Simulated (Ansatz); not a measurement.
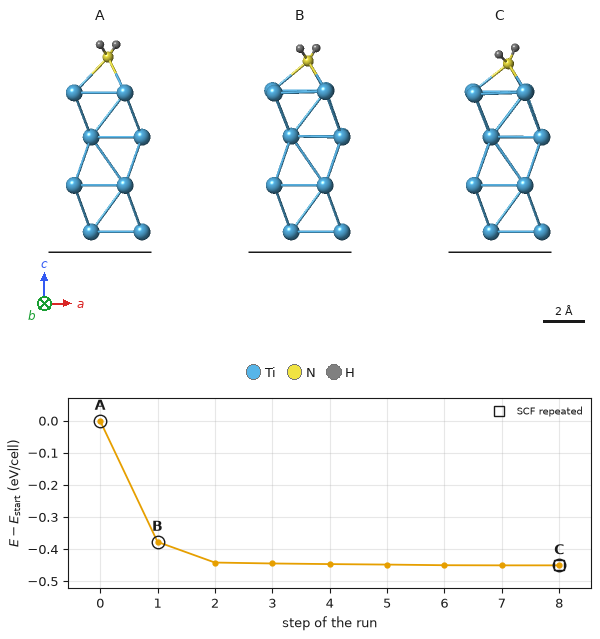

Frames of a constrained relaxation of a slab of composition Ti16H2N (cut from the P6_3/mmc phase), marked on the history of the run. The picture is a ball-and-stick view of the cell of the calculation, outlined in the plane, without the vacuum (origin shifted), seen along the b axis.

Case: 1 NH2 a cell, anchor, over a hollow Ti-Ti-Ti site. The slab is the (0 0 1) face of Ti with NH2 on it. 8 atoms are held fixed.

The calculation used DFT PBE+D3(BJ), scalar-relativistic, plane waves, PAW in Ansatz. Set-up: plane-wave cutoff 420 eV; k-point mesh 4 × 4 × 1; occupations gaussian; smearing width 0.1 eV; collinear spin; dipole correction; atoms relaxed in a fixed cell; force threshold 0.04 eV/Å; at most 100 steps.

> Describe the path.

The largest move is that of an H atom, 0.49 Å at 11° to the normal (−c side). By element the largest moves are H 0.49 Å, N 0.33 Å, Ti 0.08 Å. The lattice vectors keep their values. Near-neighbour distances that change, for instance: N–Ti 2.424 → 2.147 Å, N–Ti 2.424 → 2.216 Å, Ti–Ti 2.886 → 3.001 Å, Ti–Ti 2.886 → 2.772 Å. Among the angles between lasting bonds that change: Ti–N–H 99.7° → 85.5°, Ti–N–H 99.0° → 85.3°, Ti–N–Ti 73.1° → 85.2°. After 7 accepted moves (8 points after the start) the energy has fallen by 0.450 eV per cell of the calculation. The largest force component goes from 2.1 to 0.0079 eV/Å. 1 step only repeated the SCF at the same geometry. The program noted that the starting moments weren't kept. From step 0 to 1: N and H atoms move most (0.19 Å), energy −0.377 eV per cell of the calculation. From step 1 to 8: an H atom moves most (0.30 Å), energy −73.1 meV per cell of the calculation.

```
step  E − E(0), meV/atom  largest force component, eV/Å                         note
   0                0.00                         2.1253                             
   1              -19.85                         1.0232                             
   2              -23.23                         0.2262                             
   3              -23.39                         0.1373                             
   4              -23.49                         0.1272                             
   5              -23.57                         0.0933                             
   6              -23.67                         0.0773                             
   7              -23.69                         0.0079                             
   8              -23.69                         0.0079  same geometry, SCF repeated
```

Limits of the set-up: the periodic images lie only 5.8 Å apart, so the values are limited by the cell's size.
